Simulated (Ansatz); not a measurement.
# Converging the field response of a RbBr (001) film

Which settings does the induced dipole of a RbBr (001) film need, and which can be cut?

Calculated with Ansatz 0.2.0; plane-wave DFT, PBE, Ansatz PAW, in the first sound run; inputs show where later runs differ.

### Step 1. Starting point

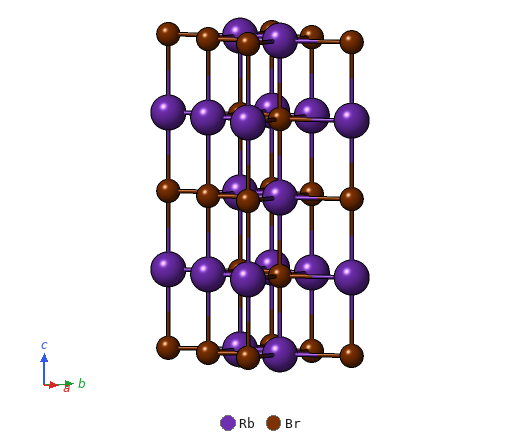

The cell as given, from the side, with the c axis up (rubidium purple, bromine brown). 2×1×1 cells are drawn. Some periodic images of atoms are drawn too.

The cell holds 10 atoms: 5 Rb and 5 Br. Cell: a = 4.872 Å, b = 4.872 Å, c = 31.780 Å, α = 90.0°, β = 90.0°, γ = 90.0°. It derives from RbBr (rocksalt RbBr). Vacuum lies along c.

### Step 2. Single point, setting first choice

The first choice: the default cutoff of 420 eV, a 6×6×1 mesh, 18 Å of vacuum, 0.1 V/Å and a tight threshold. Each later run changes one input against this one; other functionals and files bring their own cutoffs.

The input, input.yaml:

```yaml
crystal:
  lattice:
    - [4.87196572, 0.0, 0.0]
    - [0.0, 4.87196572, 0.0]
    - [0.0, 0.0, 31.78]
  atoms:
    - { symbol: Rb, position: [0.5, 0.5, 0.2831969792] }
    - { symbol: Br, position: [0.0, 0.0, 0.2831969792] }
    - { symbol: Rb, position: [0.0, 0.0, 0.3915984896] }
    - { symbol: Br, position: [0.5, 0.5, 0.3915984896] }
    - { symbol: Rb, position: [0.5, 0.5, 0.5] }
    - { symbol: Br, position: [0.0, 0.0, 0.5] }
    - { symbol: Rb, position: [0.0, 0.0, 0.6084015104] }
    - { symbol: Br, position: [0.5, 0.5, 0.6084015104] }
    - { symbol: Rb, position: [0.5, 0.5, 0.7168030208] }
    - { symbol: Br, position: [0.0, 0.0, 0.7168030208] }
kpoints:
  mp_grid: { grid: [6, 6, 1] }
hamiltonian:
  xc: pbe
scf:
  occupations: { method: fixed }
  convergence: { dr2_threshold: 1.0e-10 }
efield:
  axis: 3
  dipole_correction: true
  ramp_position: 0.97
  ramp_width: 0.06
  amplitude: 0.1
output:
  write_potential: true
  write_density: true
  volumetric_format: npy
```

Run with:

```sh
$ ansatz run input.yaml --threads 4 --pin off --max-ram 6144MiB --backend cpu --events-out ev --progress --plain --runs-dir out
```

Numbers of over 12 decimals in the logs are rounded to 6 here.

What it wrote:

```text
Engine: ansatz 0.2.0, x86_64-unknown-linux-gnu
Pseudopotentials: kind: paw
Pseudopotential: Rb, paw, valence charge 9, recommended cutoff 420 eV (normal), Rb.paw.azcp
Pseudopotential: Br, paw, valence charge 7, recommended cutoff 420 eV (normal), Br.paw.azcp
Functional definition: PBE
  parameter kappa = 0.804
  parameter beta = 0.066725
  exchange = pbe_x(kappa = kappa, mu = beta*pi^2/3)
  correlation = pbe_c(beta = beta)
Crystal: 10 atoms, lattice volume = 754.332 Å³
Basis set: ecut = 420 eV, 14751 PW (Γ)
Bands: 50, of which v1, the nominal top of the filled ones, is band 40 counted from 1 (39 counted from 0)
Symmetry: 8 space group operations
k-points: 10 of 36
Non-local potential: Rb, projectors of the file, l = 0: 3, l = 1: 2, l = 2: 2
Non-local potential: Br, projectors of the file, l = 0: 2, l = 1: 2, l = 2: 2
PAW form: soft (Blöchl's): semilocal exchange-correlation on the pseudo side does not see the compensation charge
PAW one-centre angular grid: Rb, 110 points (default); XC on 64 Gauss nodes
PAW one-centre angular grid: Br, 110 points (default); XC on 64 Gauss nodes
Initial density: superposition of atomic densities (neutral atoms: chi_scale 0, normalization atom, screened)
Initial wavefunctions: pseudopotential atomic-orbital guess
Functional: x = pbe(κ = 0.804, μ = 0.219515), c = pbe(β = 0.066725)
SCF iter   1: F=—  HF=-30271.660113 eV  |F-HF|=—  |Δ(HF+E_count)|=         —  Δρ=1.44e-2  dr2=4.94e0  ethr=3.10e-3  p=0.222 e·Å  D=5.33e-2 V/Å  ΔV_dip=-1.69 eV  dr2_dipole=4.98e-3  V_vac-E_F(+/−)=9.35/8.12 eV  ⟨swp⟩=7.0  Hψ=1908  notcnv=0  defer=69
efield: sawtooth ramp at fractional position 0.9700 (set: `efield.ramp_position`, or a place that a band, a saddle search or an elastic batch's reference lends), width 0.0600; the density the first Hamiltonian is built on has a dipole p = 0.222 e·Å; the dipole correction subtracts the counter field D = 5.33e-2 V/Å, which shifts the + side's vacuum level by -1.69 eV against the − side's; the planar-averaged density in the ramp window peaks in size at 6.0e-8 e/Å³
preconditioner: auto → Resta (q_TF=auto, 1.877 Å⁻¹)  ε∞=1.8  [insulator: Δε(μ)=5.011 eV  Ē_g=12.404 eV  n_scr=90 (ndim 8)  ℏωp=11.3 eV  f_vac=0.423  ε∞_Penn≈1.8  vacuum switching on, ρ_ref=1.1e-2 e/Å³]
SCF iter   2: F=—  HF=-30270.060308 eV  |F-HF|=—  |Δ(HF+E_count)|=    1.60e0  Δρ=5.46e-3  dr2=4.97e-1  ethr=3.10e-3  p=0.158 e·Å  D=3.80e-2 V/Å  ΔV_dip=-1.21 eV  dr2_dipole=1.01e-4  V_vac-E_F(+/−)=7.47/5.76 eV  ⟨swp⟩=3.4  Hψ=1040  notcnv=0  defer=68  κ⁻¹=1.0e0(r=1)
SCF iter   3: F=—  HF=-30270.031285 eV  |F-HF|=—  |Δ(HF+E_count)|=   2.90e-2  Δρ=3.00e-3  dr2=8.03e-2  ethr=6.21e-4  p=0.146 e·Å  D=3.50e-2 V/Å  ΔV_dip=-1.11 eV  dr2_dipole=1.47e-5  V_vac-E_F(+/−)=6.73/4.92 eV  ⟨swp⟩=3.0  Hψ=785  notcnv=0  defer=80  κ⁻¹=2.0e-2(r=2)
SCF iter   4: F=—  HF=-30270.055947 eV  |F-HF|=—  |Δ(HF+E_count)|=   2.47e-2  Δρ=3.90e-4  dr2=1.00e-3  ethr=1.00e-4  p=0.138 e·Å  D=3.30e-2 V/Å  ΔV_dip=-1.05 eV  dr2_dipole=4.49e-7  V_vac-E_F(+/−)=6.39/4.52 eV  ⟨swp⟩=4.0  Hψ=860  notcnv=0  defer=80  κ⁻¹=3.4e-4(r=3)
SCF iter   5: F=—  HF=-30270.057248 eV  |F-HF|=—  |Δ(HF+E_count)|=   1.30e-3  Δρ=1.61e-4  dr2=1.52e-4  ethr=1.25e-6  p=0.138 e·Å  D=3.32e-2 V/Å  ΔV_dip=-1.05 eV  dr2_dipole=1.80e-7  V_vac-E_F(+/−)=6.37/4.51 eV  ⟨swp⟩=3.6  Hψ=862  notcnv=0  defer=80  κ⁻¹=7.3e-5(r=4)
SCF iter   6: F=—  HF=-30270.057456 eV  |F-HF|=—  |Δ(HF+E_count)|=   2.08e-4  Δρ=3.67e-5  dr2=8.56e-6  ethr=1.90e-7  p=0.139 e·Å  D=3.33e-2 V/Å  ΔV_dip=-1.06 eV  dr2_dipole=2.90e-9  V_vac-E_F(+/−)=6.39/4.53 eV  ⟨swp⟩=3.5  Hψ=809  notcnv=0  defer=80  κ⁻¹=5.2e-6(r=5)
SCF iter   7: F=—  HF=-30270.057486 eV  |F-HF|=—  |Δ(HF+E_count)|=   3.03e-5  Δρ=1.04e-5  dr2=7.63e-7  ethr=1.07e-8  p=0.139 e·Å  D=3.33e-2 V/Å  ΔV_dip=-1.06 eV  dr2_dipole=1.75e-11  V_vac-E_F(+/−)=6.39/4.53 eV  ⟨swp⟩=3.0  Hψ=897  notcnv=0  defer=80  κ⁻¹=5.5e-7(r=6)
SCF iter   8: F=—  HF=-30270.057758 eV  |F-HF|=—  |Δ(HF+E_count)|=   2.71e-4  Δρ=3.59e-6  dr2=7.31e-8  ethr=9.54e-10  p=0.139 e·Å  D=3.33e-2 V/Å  ΔV_dip=-1.06 eV  dr2_dipole=1.28e-11  V_vac-E_F(+/−)=6.39/4.53 eV  ⟨swp⟩=2.0  Hψ=801  notcnv=0  defer=79  κ⁻¹=1.9e-8(r=7)
SCF iter   9: F=—  HF=-30270.057758 eV  |F-HF|=—  |Δ(HF+E_count)|=   7.72e-8  Δρ=5.70e-7  dr2=2.38e-9  ethr=9.14e-11  p=0.139 e·Å  D=3.33e-2 V/Å  ΔV_dip=-1.06 eV  dr2_dipole=5.60e-13  V_vac-E_F(+/−)=6.39/4.53 eV  ⟨swp⟩=2.5  Hψ=835  notcnv=0  defer=79  κ⁻¹=1.4e-9(r=8)
SCF iter  10: F=—  HF=-30270.057758 eV  |F-HF|=—  |Δ(HF+E_count)|=   1.69e-9  Δρ=1.84e-7  dr2=1.64e-10  ethr=2.98e-12  p=0.139 e·Å  D=3.33e-2 V/Å  ΔV_dip=-1.06 eV  dr2_dipole=1.50e-13  V_vac-E_F(+/−)=6.39/4.53 eV  ⟨swp⟩=2.1  Hψ=820  notcnv=0  defer=79  κ⁻¹=1.2e-9(r=8)
SCF iter  11: F=-30270.057758 eV  HF=-30270.057758 eV  |F-HF|=2.18e-11  |Δ(HF+E_count)|=  1.60e-10  Δρ=4.38e-8  dr2=9.05e-12  ethr=1.00e-12  p=0.139 e·Å  D=3.33e-2 V/Å  ΔV_dip=-1.06 eV  dr2_dipole=1.79e-14  V_vac-E_F(+/−)=6.39/4.53 eV  ⟨swp⟩=19.0  Hψ=2882  notcnv=0
SCF 1 converged in 11 iterations: F = -30270.057758 eV  dr2 = 9.05e-12
  greatest PAW one-centre occupation: 0.973 electrons in one spin orbital (limit 2), on the Rb atom at site 6 (counted from 0), in its partial waves of l = 0
WARN: The output density's exchange-correlation potential varies sharply where the density is thin. Do not read a vacuum level from v_tot or v_xc, or from such a field of the output density. On a cell that repeats whose density bears no net charge and no dipole along the vacuum's axis use v_es (v_loc + v_h of the components); under efield.dipole_correction with no amplitude use v_es + v_field, which holds any externa [...]
SCF converged after 11 iterations
Stability not checked: this state was not tested for a lower state beside it, because the mixer in use, unlike msr1, does not test its closes by its own steps (another_mixer; see scf.mixing.algorithm and scf.lower_state_search)
Free energy (F): -30270.057758 eV
Harris-Foulkes:  -30270.057758 eV  (|F-HF|=2.18e-11)
Internal energy: -30270.057758 eV  (E = F + TS)
E sigma→0 (E₀):  -30270.057758 eV
Fermi energy:    -1.741823 eV
Dipole field:    D = 0.033334 V/Å  (p = 0.138958 e·Å, saw-weighted, corrected)
Work function:   not extracted (applied field tilts the vacuum); planar V_es + V_field profile in the machine report
Levels:          The Fermi level and band energies are counted from a zero that moves with the ramp; work functions are not
--- Per-component energies (eV) ---
  E_band       = -798.758996
  E_kinetic    = 1634.791927
  E_local      = -32152.960268  (includes V_loc(G=0)·N_el)
  E_nonlocal   = 1216.582892
  E_hartree    = 14977.116314
  E_xc         = -1980.671661
  E_vxc        = -1208.903453  (∫ρ·V_xc dr)
  E_paw        = -24322.815891  (= ΣΔE_a)
  E_vpaw       = -242.493733  (= ΣTr[D̂ρ^β])
  E_aug_tail   = -0.000004  (compensation charges beyond the density's cutoff)
  E_efield     = -0.011580  (sawtooth field / dipole correction)
  E_vefield    = -0.009264  (∫n·V_field dr)
  E_ewald      = 10357.910514
  E_smearing   = -0.000000  (= −TS)
  E_closure    = -0.000000  (closes the sum)
  Σ components = -30270.057758   (vs F -30270.057758, Δ=0.00e0)
--- Band table (eV; the first three rows and the last of 10) ---
  k-point 0: bands = [... 36 lower, -1.9880, -1.9081, -1.7418, -1.7418, 2.0830, 2.5844, 2.9749, 3.3803, ... 6 higher]
  k-point 1: bands = [... 36 lower, -2.0528, -1.9328, -1.8855, -1.8082, 2.3917, 2.9418, 3.2631, 3.6409, ... 6 higher]
  k-point 2: bands = [... 36 lower, -2.1771, -2.1409, -1.9352, -1.9054, 3.0481, 3.7582, 3.9417, 4.2417, ... 6 higher]
  k-point 9: bands = [... 36 lower, -2.2151, -1.9736, -1.9736, -1.8461, 3.6837, 3.6837, 4.1765, 4.1765, ... 6 higher]
```

The job ended after 8.4 s (4 threads of Intel Xeon Platinum 8488C (Sapphire Rapids), shared host; peak memory 1.3 GiB; 32 s of CPU time).

The column dr2 measures how far the density is from self-consistency, as an energy; F and HF (Harris–Foulkes) agree once it is small.

Numbers from this step:

- gap on the k-mesh: 3.825 eV
- dipole along the normal: 0.1390 e·Å
- equivalent conductor thickness p/(ε₀AE): 10.59 Å

Running mean over 3.445 Å of the planar mean, with the applied field; the ramp of the sawtooth is left out. The electron's electrostatic potential energy less the highest filled level by z:

| z (Å) | electron's electrostatic potential energy less the highest filled level (eV) |
| --- | --- |
| 5.0 | 4.93 |
| 7.5 | 1.23 |
| 10.0 | -0.462 |
| 12.5 | -0.349 |
| 15.0 | -0.259 |
| 17.5 | -0.158 |
| 20.0 | -0.0492 |
| 22.5 | 0.0124 |
| 25.0 | 4.97 |
| 27.5 | 6.12 |

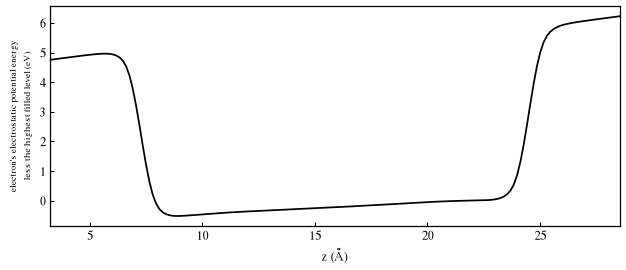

Electron's electrostatic potential energy less the highest filled level, plotted against z.

The dipole corresponds to a conductor 10.593 Å thick.

### Step 3. Run, box 31.8 Å

Changes to input.yaml since step 2:

```diff
@@ -29,2 +29,4 @@
   amplitude: 0.1
+basis:
+  ecutwfc: "250 eV"
 output:
```

What it wrote:

```text
Warning: basis.ecutwfc = 250 eV is below the records' recommended 420 eV, and the density's cutoff is lower with it unless basis.ecutrho_ratio is high enough to keep the records' density cutoff: compare with a run at a higher cutoff
[...]
k-point 0: bands = [... 36 lower, -1.9969, -1.9153, -1.7495, -1.7495, 2.0920, 2.5972, 2.9728, 3.3507, ... 6 higher]
  k-point 1: bands = [... 36 lower, -2.0617, -1.9400, -1.8930, -1.8158, 2.3959, 2.9530, 3.2568, 3.6072, ... 6 higher]
  k-point 2: bands = [... 36 lower, -2.1859, -2.1488, -1.9426, -1.9126, 3.0452, 3.7656, 3.9308, 4.2023, ... 6 higher]
  k-point 9: bands = [... 36 lower, -2.2234, -1.9809, -1.9809, -1.8533, 3.6858, 3.6858, 4.1790, 4.1790, ... 6 higher]
[key lines of the parts left out:]
SCF converged after 11 iterations
Free energy (F): -30269.139639 eV
Fermi energy:    -1.749484 eV
Dipole field:    D = 0.033278 V/Å  (p = 0.138725 e·Å, saw-weighted, corrected)
```

The job ended after 3.9 s (4 threads; peak memory 0.81 GiB; 15 s of CPU time).

The dipole corresponds to a conductor 10.576 Å thick, -0.17 % from the first choice, at 0.46 times its CPU time.

### Step 4. Single point, box 31.8 Å

Changes to input.yaml since step 3:

```diff
@@ -30,3 +30,3 @@
 basis:
-  ecutwfc: "250 eV"
+  ecutwfc: "330 eV"
 output:
```

What it wrote:

```text
[...]
Crystal: 10 atoms, lattice volume = 754.332 Å³
Basis set: ecut = 330 eV, 10223 PW (Γ)
Bands: 50, of which v1, the nominal top of the filled ones, is band 40 counted from 1 (39 counted from 0)
Symmetry: 8 space group operations
k-points: 10 of 36
[...]
k-point 0: bands = [... 36 lower, -1.9882, -1.9081, -1.7419, -1.7419, 2.0842, 2.5857, 2.9742, 3.3733, ... 6 higher]
  k-point 1: bands = [... 36 lower, -2.0530, -1.9328, -1.8856, -1.8083, 2.3926, 2.9429, 3.2616, 3.6326, ... 6 higher]
  k-point 2: bands = [... 36 lower, -2.1774, -2.1410, -1.9353, -1.9055, 3.0486, 3.7592, 3.9394, 4.2317, ... 6 higher]
  k-point 9: bands = [... 36 lower, -2.2152, -1.9736, -1.9736, -1.8461, 3.6838, 3.6838, 4.1767, 4.1767, ... 6 higher]
[key lines of the parts left out:]
SCF converged after 11 iterations
Free energy (F): -30270.037304 eV
Fermi energy:    -1.741894 eV
Dipole field:    D = 0.033332 V/Å  (p = 0.138952 e·Å, saw-weighted, corrected)
```

Wall time 5.7 s (4 threads); peak memory 1 GiB.

The dipole corresponds to a conductor 10.593 Å thick, -0.00 % from the first choice, at 0.68 times its CPU time.

### Step 5. Run, box 31.8 Å (run 2)

Changes to input.yaml since step 4:

```diff
@@ -30,3 +30,3 @@
 basis:
-  ecutwfc: "330 eV"
+  ecutwfc: "600 eV"
 output:
```

What it wrote:

```text
[...]
Crystal: 10 atoms, lattice volume = 754.332 Å³
Basis set: ecut = 600 eV, 25195 PW (Γ)
Bands: 50, of which v1, the nominal top of the filled ones, is band 40 counted from 1 (39 counted from 0)
Symmetry: 8 space group operations
k-points: 10 of 36
[...]
k-point 0: bands = [... 36 lower, -1.9882, -1.9081, -1.7419, -1.7419, 2.0828, 2.5843, 2.9752, 3.3823, ... 6 higher]
  k-point 1: bands = [... 36 lower, -2.0530, -1.9329, -1.8856, -1.8083, 2.3915, 2.9416, 3.2635, 3.6433, ... 6 higher]
  k-point 2: bands = [... 36 lower, -2.1773, -2.1410, -1.9353, -1.9055, 3.0480, 3.7580, 3.9423, 4.2445, ... 6 higher]
  k-point 9: bands = [... 36 lower, -2.2152, -1.9736, -1.9736, -1.8461, 3.6836, 3.6836, 4.1765, 4.1765, ... 6 higher]
[key lines of the parts left out:]
SCF converged after 11 iterations
Free energy (F): -30270.061456 eV
Fermi energy:    -1.741880 eV
Dipole field:    D = 0.033334 V/Å  (p = 0.138960 e·Å, saw-weighted, corrected)
```

Wall time 14 s (4 threads); peak memory 2 GiB; 55 s of CPU time.

The dipole corresponds to a conductor 10.594 Å thick, +0.00 % from the first choice, at 1.7 times its CPU time.

### Step 6. Single point, box 31.8 Å (run 2)

Changes to input.yaml since step 5:

```diff
@@ -17,3 +17,3 @@
 kpoints:
-  mp_grid: { grid: [6, 6, 1] }
+  mp_grid: { grid: [1, 1, 1] }
 hamiltonian:
@@ -29,4 +29,2 @@
   amplitude: 0.1
-basis:
-  ecutwfc: "600 eV"
 output:
```

What it wrote:

```text
[...]
Crystal: 10 atoms, lattice volume = 754.332 Å³
Basis set: ecut = 420 eV, 14751 PW (Γ)
Bands: 50, of which v1, the nominal top of the filled ones, is band 40 counted from 1 (39 counted from 0)
Symmetry: 8 space group operations
k-points: 1
[...]
Internal energy: -30264.322772 eV  (E = F + TS)
E sigma→0 (E₀):  -30264.322772 eV
Fermi energy:    -1.407552 eV
Dipole field:    D = 0.035824 V/Å  (p = 0.149340 e·Å, saw-weighted, corrected)
Work function:   not extracted (applied field tilts the vacuum); planar V_es + V_field profile in the machine report
[...]
--- Band table (eV) ---
  k-point 0: bands = [... 36 lower, -1.6887, -1.6373, -1.4076, -1.4076, 2.1226, 2.6027, 3.0027, 3.4275, ... 6 higher]
[key lines of the parts left out:]
SCF converged after 11 iterations
Free energy (F): -30264.322772 eV
```

Run time: 1.1 s. Hardware: 4 threads; peak memory 0.62 GiB; 3.5 s of CPU time.

The dipole corresponds to a conductor 11.385 Å thick, +7.47 % from the first choice, at 0.11 times its CPU time.

### Step 7. Run, box 31.8 Å (run 3)

Changes to input.yaml since step 6:

```diff
@@ -17,3 +17,3 @@
 kpoints:
-  mp_grid: { grid: [1, 1, 1] }
+  mp_grid: { grid: [2, 2, 1] }
 hamiltonian:
```

What it wrote:

```text
[...]
Crystal: 10 atoms, lattice volume = 754.332 Å³
Basis set: ecut = 420 eV, 14751 PW (Γ)
Bands: 50, of which v1, the nominal top of the filled ones, is band 40 counted from 1 (39 counted from 0)
Symmetry: 8 space group operations
k-points: 3 of 4
[...]
--- Band table (eV) ---
  k-point 0: bands = [... 36 lower, -1.9662, -1.8854, -1.7160, -1.7160, 2.0905, 2.5925, 2.9817, 3.3858, ... 6 higher]
  k-point 1: bands = [... 36 lower, -2.2160, -2.1618, -1.9710, -1.8917, 3.7663, 4.0012, 4.5666, 4.5880, ... 6 higher]
  k-point 2: bands = [... 36 lower, -2.1935, -1.9489, -1.9489, -1.8226, 3.6897, 3.6897, 4.1819, 4.1819, ... 6 higher]
[key lines of the parts left out:]
SCF converged after 11 iterations
Free energy (F): -30269.920636 eV
Fermi energy:    -1.715965 eV
Dipole field:    D = 0.033433 V/Å  (p = 0.139370 e·Å, saw-weighted, corrected)
```

Elapsed: 2 s, on 4 threads; peak memory 1 GiB.

The dipole corresponds to a conductor 10.625 Å thick, +0.30 % from the first choice, at 0.22 times its CPU time.

### Step 8. Run, box 31.8 Å (run 4)

Changes to input.yaml since step 7:

```diff
@@ -17,3 +17,3 @@
 kpoints:
-  mp_grid: { grid: [2, 2, 1] }
+  mp_grid: { grid: [3, 3, 1] }
 hamiltonian:
```

What it wrote:

```text
[...]
Crystal: 10 atoms, lattice volume = 754.332 Å³
Basis set: ecut = 420 eV, 14751 PW (Γ)
Bands: 50, of which v1, the nominal top of the filled ones, is band 40 counted from 1 (39 counted from 0)
Symmetry: 8 space group operations
k-points: 3 of 9
[...]
--- Band table (eV) ---
  k-point 0: bands = [... 36 lower, -1.9864, -1.9065, -1.7399, -1.7399, 2.0836, 2.5851, 2.9754, 3.3808, ... 6 higher]
  k-point 1: bands = [... 36 lower, -2.1757, -2.1393, -1.9334, -1.9038, 3.0484, 3.7587, 3.9422, 4.2421, ... 6 higher]
  k-point 2: bands = [... 36 lower, -2.1737, -2.1104, -1.9318, -1.8697, 3.6428, 3.9659, 4.2866, 4.3961, ... 6 higher]
[key lines of the parts left out:]
SCF converged after 11 iterations
Free energy (F): -30270.051674 eV
Fermi energy:    -1.739935 eV
Dipole field:    D = 0.033339 V/Å  (p = 0.138981 e·Å, saw-weighted, corrected)
```

Run time: 3 s. Hardware: 4 threads; peak memory 0.95 GiB; 11 s of CPU time.

The dipole corresponds to a conductor 10.595 Å thick, +0.02 % from the first choice, at 0.34 times its CPU time.

### Step 9. Single point, box 31.8 Å (run 3)

Changes to input.yaml since step 8:

```diff
@@ -17,3 +17,3 @@
 kpoints:
-  mp_grid: { grid: [3, 3, 1] }
+  mp_grid: { grid: [12, 12, 1] }
 hamiltonian:
```

What it wrote:

```text
[...]
Crystal: 10 atoms, lattice volume = 754.332 Å³
Basis set: ecut = 420 eV, 14751 PW (Γ)
Bands: 50, of which v1, the nominal top of the filled ones, is band 40 counted from 1 (39 counted from 0)
Symmetry: 8 space group operations
k-points: 28 of 144
[...]
k-point 0: bands = [... 36 lower, -1.9880, -1.9081, -1.7418, -1.7418, 2.0830, 2.5844, 2.9749, 3.3803, ... 6 higher]
  k-point 1: bands = [... 36 lower, -2.0055, -1.9007, -1.7925, -1.7598, 2.1680, 2.6794, 3.0512, 3.4497, ... 6 higher]
  k-point 2: bands = [... 36 lower, -2.0528, -1.9328, -1.8855, -1.8082, 2.3917, 2.9418, 3.2631, 3.6409, ... 6 higher]
  k-point 27: bands = [... 36 lower, -2.2151, -1.9736, -1.9736, -1.8461, 3.6837, 3.6837, 4.1765, 4.1765, ... 6 higher]
[key lines of the parts left out:]
SCF converged after 11 iterations
Free energy (F): -30270.057764 eV
Fermi energy:    -1.741827 eV
Dipole field:    D = 0.033334 V/Å  (p = 0.138958 e·Å, saw-weighted, corrected)
```

Elapsed: 25 s, on 4 threads; peak memory 2 GiB.

The dipole corresponds to a conductor 10.593 Å thick, -0.00 % from the first choice, at 3.0 times its CPU time.

(Continued in part 2 of 3.)

[Logs are printed without paths, hosts, clocks, repeated set-up lines and the standing remarks that a program may print on its own settings, such as how far it seeks lower states.]

[Hosts, paths, dates, database ids (printed as entryN), source tags and the programs' standing remarks are cut or masked in the printed files.]

[Maps of the electrostatic potential energy from Ansatz leave out the sawtooth potential of an applied field or a dipole correction, so their vacuum need not be flat; planar profiles and work functions include it.]
